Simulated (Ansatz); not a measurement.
# Rh: single-point calculation

- system: Rh (Fm-3m, 1 atom in the cell)
- method: DFT, PBEsol, plane waves, PAW, Ueff = 20 eV on Rh d, no spin polarisation (Ansatz 0.2.0)

The structure derives from an entry of the Crystallography Open Database. Some settings of this run were made unusual or wrong on purpose.

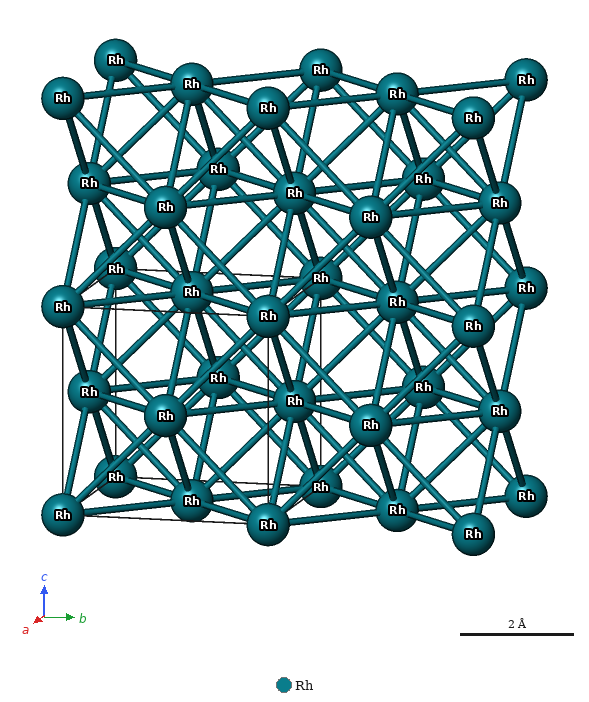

**Figure 1.** The structure as given in the input (ball-and-stick view of the cell 4 times as large as that of the calculation, set on its symmetry axes, repeated 1 × 2 × 2, seen slightly off an axis). Near neighbours in the crystal (not all of them lie inside the picture): Rh has 12 Rh at 2.67 Å.

**Input file**
```yaml
crystal:
  lattice:
    - [0.0, 1.8899965795, 1.8899965795]
    - [1.8899965795, 0.0, 1.8899965795]
    - [1.8899965795, 1.8899965795, 0.0]
  atoms:
    - { symbol: Rh, position: [0.0, 0.0, 0.0] }
basis:
  ecutwfc: 420
kpoints:
  mp_grid: { grid: [18, 18, 18] }
hamiltonian:
  xc: pbesol
  hubbard: { sites: [{ species: Rh, l: d, u_eff: 20.0 }] }
scf:
  occupations: { method: gaussian, width: 0.1 }
  max_iter: 75
output:
  forces: true
  eigenvalues: true
  stress: true
```

Hardware: 2 threads of Intel Xeon @ 2.50GHz (Skylake/Cascade Lake), 192 GiB of memory available, shared host.

Run as:
```bash
ansatz run input.yaml --threads 2 --pin off --max-ram 5120MiB --backend cpu --events-out ev --progress --plain --runs-dir out
```

**Output**
```
Rh: projections on atomic orbitals take those of the free atom [Ar 3d10] 4s2 4p6 4d8 5s1, of charge +0.00 (hamiltonian.pseudopotentials.projection_atoms); the dataset's partial waves leave at most 8.9e-6 of an orbital's norm unspanned inside its sphere
Engine: ansatz 0.2.0, x86_64-unknown-linux-gnu
Pseudopotentials: kind: paw
Pseudopotential: Rh, paw, valence charge 17, recommended cutoff 420 eV (normal), Rh.paw.azcp
Functional definition: PBEsol
  exchange = pbesol_x
  correlation = pbesol_c
Crystal: 1 atoms, lattice volume = 13.502 Å³
Basis set: ecut = 420 eV, 259 PW (Γ), exchange–correlation on 36×36×36 points (8 copies of the dense FFT grid, shifted against one another)
Bands: 13, of which v1, the nominal top of the filled ones, is band 9 counted from 1 (8 counted from 0)
Symmetry: 48 space group operations
Space group: Fm-3m (ITA 225), of the structure as read, at distance tolerance 2.4e-5 Å
k-points: 195 of 5832
Non-local potential: Rh, projectors of the file, l = 0: 3, l = 1: 2, l = 2: 2, l = 3: 1
PAW form: soft (Blöchl's): semilocal exchange-correlation on the pseudo side does not see the compensation charge
PAW frozen core: Rh, regenerated for the run's functional, and the local potential with it (the file was generated under x = pbe(κ = 0.804, μ = 0.2195149727645171), c = pbe(β = 0.06672455060314922))
PAW one-centre angular grid: Rh, 590 points (default); XC on 64 Gauss nodes
Initial density: superposition of atomic densities (chi_scale 0.1, normalization cell)
Initial wavefunctions: pseudopotential atomic-orbital guess
Functional: x = pbesol(κ = 0.804, μ = 0.12345679012345678), c = pbesol(β = 0.046)
iter 1 solved again at ethr=4.08e-4 eV; its pass at ethr=3.10e-3 eV (dr2=6.94e-2 eV) is discarded
SCF iter   1: F=—  HF=-6324.936738 eV  |F-HF|=—  |Δ(HF+E_count)|=         —  Δρ=3.58e-2  dr2=7.12e-2  ethr=4.08e-4  ⟨swp⟩=1.0  Hψ=17663  notcnv=0
preconditioner: auto → none  [metal: Δε(μ)=0.008 eV  Ē_g=18.256 eV  σ=0.100 eV  W_gap=0.04  n_scr=0 (ndim 8)  ℏωp=30.3 eV  f_vac=0.000  D(μ)=0.99/eV (n_scr^D=14)]
SCF iter   2: F=—  HF=-6325.331656 eV  |F-HF|=—  |Δ(HF+E_count)|=   3.95e-1  Δρ=3.74e-2  dr2=4.05e-2  ethr=4.08e-4  ⟨swp⟩=2.4  Hψ=4614  notcnv=0
SCF iter   3: F=—  HF=-6325.705154 eV  |F-HF|=—  |Δ(HF+E_count)|=   3.73e-1  Δρ=2.47e-2  dr2=1.16e-2  ethr=2.38e-4  ⟨swp⟩=2.8  Hψ=6170  notcnv=0  defer=42
SCF iter   4: F=—  HF=-6325.852158 eV  |F-HF|=—  |Δ(HF+E_count)|=   1.47e-1  Δρ=8.13e-3  dr2=4.36e-3  ethr=6.80e-5  ⟨swp⟩=2.2  Hψ=5599  notcnv=0  defer=36
SCF iter   5: F=—  HF=-6325.856038 eV  |F-HF|=—  |Δ(HF+E_count)|=   3.88e-3  Δρ=1.64e-3  dr2=7.93e-5  ethr=2.56e-5  ⟨swp⟩=2.0  Hψ=5741  notcnv=0  defer=41
SCF iter   6: F=—  HF=-6325.856491 eV  |F-HF|=—  |Δ(HF+E_count)|=   4.53e-4  Δρ=1.79e-4  dr2=9.68e-7  ethr=4.67e-7  ⟨swp⟩=2.5  Hψ=4222  notcnv=0  defer=41
SCF iter   7: F=-6325.856496 eV  HF=-6325.856496 eV  |F-HF|=1.98e-8  |Δ(HF+E_count)|=   5.57e-6  Δρ=1.29e-5  dr2=9.77e-9  ethr=5.88e-10  ⟨swp⟩=4.0  Hψ=10649  notcnv=0
SCF 1 converged in 7 iterations: F = -6325.856496 eV  dr2 = 9.77e-9
  greatest PAW one-centre occupation: 1.000 electrons in one spin orbital (limit 2), on the Rh atom at site 0 (counted from 0), in its partial waves of l = 0
```

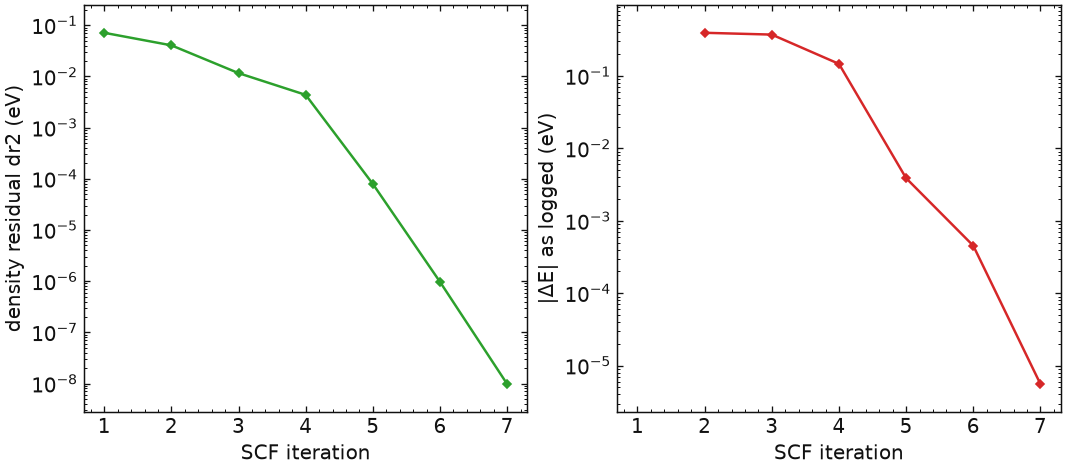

**Figure 2.** Convergence of the self-consistent field: density residual dr2 and size of the energy change against the SCF iteration. The residual falls at every step.

```
SCF converged after 7 iterations
Free energy (F): -6325.856496 eV
Harris-Foulkes:  -6325.856496 eV  (|F-HF|=1.98e-8)
Internal energy: -6325.850558 eV  (E = F + TS)
E sigma→0 (E₀):  -6325.853527 eV
Entropy (-TS):   -0.005938 eV (-5.938 meV/atom)
Fermi energy:    17.982966 eV
--- Per-component energies (eV) ---
  E_band       = -120.162033
  E_kinetic    = 584.739909
  E_local      = -1579.493626  (includes V_loc(G=0)·N_el)
  E_nonlocal   = 366.314314
  E_hartree    = 565.208256
  E_xc         = -221.151752
  E_vxc        = -278.671930  (∫ρ·V_xc dr)
  E_hubbard    = 11.023548  (on-site DFT+U / exact-exchange correction)
  E_vhub       = -64.100032  (the Hubbard potential's part of the band-sum identity)
  E_paw        = -3528.968398  (= ΣΔE_a)
  E_vpaw       = -279.371841  (= ΣTr[D̂ρ^β])
  E_aug_tail   = 0.000830  (compensation charges beyond the density's cutoff)
  E_ewald      = -2523.799840
  E_core_change = 0.276200  (= ΣΔE_core)
  E_smearing   = -0.005938  (= −TS)
  E_closure    = -0.000000  (closes the sum)
  Σ components = -6325.856496   (vs F -6325.856496, Δ=0.00e0)
--- Forces (eV/Å), atoms counted from 1 ---
  atom   1  Rh     0.00000000    -0.00000000     0.00000000
  max |Σ_I F_I| component: 4.72e-32 eV/Å
--- Stress (GPa, compression-positive) ---
       11.344868      -0.000000       0.000000
        0.000000      11.344868      -0.000000
        0.000000      -0.000000      11.344868
  P = ⅓ Tr σ = 11.3449 GPa (113.449 kbar)
--- Band table (eV; the first three rows and the last of 195) ---
  k-point 0: bands = ["-54.2753", "-21.8660", "-21.8660", "-21.8660", "13.4251", "13.4251", "14.6481", "14.9209", "14.9209", "14.9209", "38.4458", "43.9605", "43.9605"]
  k-point 1: bands = ["-54.2714", "-21.8940", "-21.8699", "-21.8699", "13.3894", "13.3894", "14.7180", "14.9158", "14.9784", "14.9784", "38.6458", "43.2856", "44.1548"]
  k-point 2: bands = ["-54.2608", "-21.9738", "-21.8808", "-21.8808", "13.2720", "13.2720", "14.4886", "15.1666", "15.1666", "15.3532", "39.1894", "41.8884", "44.7246"]
  k-point 194: bands = ["-54.1169", "-22.5176", "-22.4281", "-22.2653", "8.8249", "13.3635", "13.6147", "14.6583", "19.4505", "32.0905", "33.5855", "34.3256", "36.1690"]
Occupation matrices written to [file]
```

**What the run reported**

```csv
quantity,value
outcome,converged
space group (tolerance 0.01 Å),Fm-3m (225)
electrons treated,17
free energy,−6325.8565 eV
Fermi energy,17.983 eV
gap on the k-point mesh,none (metallic)
pressure,11.34 GPa
largest force (length of the vector),under 0.001 eV/Å
wall time,5.1 s (CPU time 9.4 s)
peak memory,0.34 GiB
```

**What went wrong**

The input was spoiled on purpose: an enormous or negative U (`hamiltonian.hubbard`). Such a U drives the occupations to unphysical values. The program still converged, but the numbers can't be taken as results for the intended system.
